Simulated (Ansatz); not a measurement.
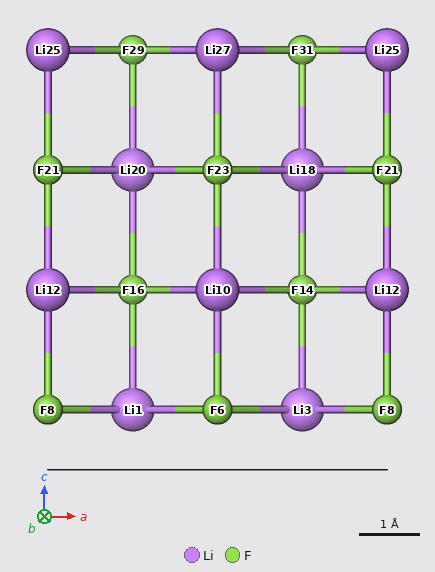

Starting structure of a slab of composition LiF (cut from the Fm-3m phase). A ball-and-stick model of the cell of the calculation, outlined in the plane, without the vacuum, seen along the b axis.

Case: clean slab, lower planes held. The slab is the (1 0 0) face of LiF. 16 atoms are held fixed.

Theory: Ansatz, DFT PBE+D3(BJ), scalar-relativistic, plane waves, PAW.

Input
```yaml
crystal:
  lattice:
    - [5.6574267954, 0.0, 0.0]
    - [0.0, 5.6574267954, 0.0]
    - [0.0, 0.0, 22.0006072766]
  atoms:
    - { symbol: Li, position: [0.25, 0.25, 0.3636263263] }
    - { symbol: Li, position: [0.25, 0.75, 0.3636263263] }
    - { symbol: Li, position: [0.75, 0.25, 0.3636263263] }
    - { symbol: Li, position: [0.75, 0.75, 0.3636263263] }
    - { symbol: F, position: [0.5, 0.5, 0.3636263263] }
    - { symbol: F, position: [0.5, 0.0, 0.3636263263] }
    - { symbol: F, position: [0.0, 0.5, 0.3636263263] }
    - { symbol: F, position: [0.0, 0.0, 0.3636263263] }
    - { symbol: Li, position: [0.5, 0.5, 0.4545421088] }
    - { symbol: Li, position: [0.5, 0.0, 0.4545421088] }
    - { symbol: Li, position: [0.0, 0.5, 0.4545421088] }
    - { symbol: Li, position: [0.0, 0.0, 0.4545421088] }
    - { symbol: F, position: [0.75, 0.75, 0.4545421088] }
    - { symbol: F, position: [0.75, 0.25, 0.4545421088] }
    - { symbol: F, position: [0.25, 0.75, 0.4545421088] }
    - { symbol: F, position: [0.25, 0.25, 0.4545421088] }
    - { symbol: Li, position: [0.75, 0.75, 0.5454578912] }
    - { symbol: Li, position: [0.75, 0.25, 0.5454578912] }
    - { symbol: Li, position: [0.25, 0.75, 0.5454578912] }
    - { symbol: Li, position: [0.25, 0.25, 0.5454578912] }
    - { symbol: F, position: [0.0, 0.0, 0.5454578912] }
    - { symbol: F, position: [0.0, 0.5, 0.5454578912] }
    - { symbol: F, position: [0.5, 0.0, 0.5454578912] }
    - { symbol: F, position: [0.5, 0.5, 0.5454578912] }
    - { symbol: Li, position: [0.0, 0.0, 0.6363736737] }
    - { symbol: Li, position: [0.0, 0.5, 0.6363736737] }
    - { symbol: Li, position: [0.5, 0.0, 0.6363736737] }
    - { symbol: Li, position: [0.5, 0.5, 0.6363736737] }
    - { symbol: F, position: [0.25, 0.25, 0.6363736737] }
    - { symbol: F, position: [0.25, 0.75, 0.6363736737] }
    - { symbol: F, position: [0.75, 0.25, 0.6363736737] }
    - { symbol: F, position: [0.75, 0.75, 0.6363736737] }
basis:
  ecutwfc: 420
kpoints:
  mp_grid: { grid: [3, 3, 1] }
hamiltonian:
  xc: pbe
  dispersion: d3bj
scf:
  occupations: { method: gaussian, width: 0.05 }
output:
  forces: true
  eigenvalues: true
  write_density: true
  write_potential: true
  elf: true
  volumetric_format: npy
relax:
  adjacent_minimum: "off"
  f_tol: 0.03
  max_steps: 70
  constraints: [{ sites: [0, 1, 2, 3, 4, 5, 6, 7, 8, 9, 10, 11, 12, 13, 14, 15] }]
efield:
  axis: 3
  dipole_correction: true
  ramp_width: 0.04
```

Launched with:
```bash
ansatz run input.yaml --threads 4 --pin off --max-ram 10240MiB --backend cpu --events-out ev --progress --plain --runs-dir out
```

Question: What does the optimiser find from here?

Answer: Over 2 geometry steps the energy falls by 54.0 meV per cell of the calculation. Largest force component: 0.39 eV/Å at the start, 0.03 eV/Å at the end. The largest moves, 0.048 Å, are those of F29, F30, F31 and F32. F29 goes along the normal (+c). By element the largest moves are F 0.048 Å, Li 0.025 Å. The cell stays as it was. Some distances before and after: Li17–F32 2.000 → 2.036 Å, F21–Li25 2.000 → 1.974 Å, F13–Li17 2.000 → 2.013 Å. Bond angles that change, for instance: F29–Li27–F32 180.0° → 175.8°, Li25–F30–Li28 180.0° → 175.8°, F23–Li27–F29 90.0° → 92.1°.
